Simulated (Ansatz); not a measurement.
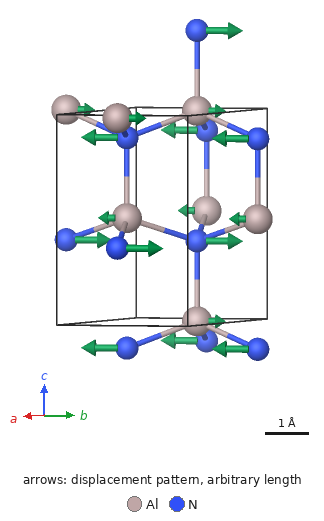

One vibrational mode of crystalline AlN at the zone centre. The green arrows are the displacements of the atoms (eigenvector over the root of the mass), of arbitrary overall length and sign. Style: ball-and-stick. Shown: the cell of the calculation, from a free direction.

Computed with DFT PBEsol, scalar-relativistic, plane waves, PAW in Ansatz. Settings: plane-wave cutoff 420 eV; k-point mesh 12 × 12 × 6; occupations fixed; no spin polarisation.

Frequencies are those without the non-analytic (LO–TO) term.

Give the symmetry, activity and frequency of this mode.

This is the E₂ mode (doubly degenerate; one member of the set is drawn) at 651 cm⁻¹, optical level 4 of 6, counted from below, Raman-active by symmetry. All motion is along b; atoms of one kind move against one another, with no net shift of any sublattice; it stretches the shortest Al–N bonds (1.89 Å); the kinetic energy is shared as N 71 %, Al 29 %.
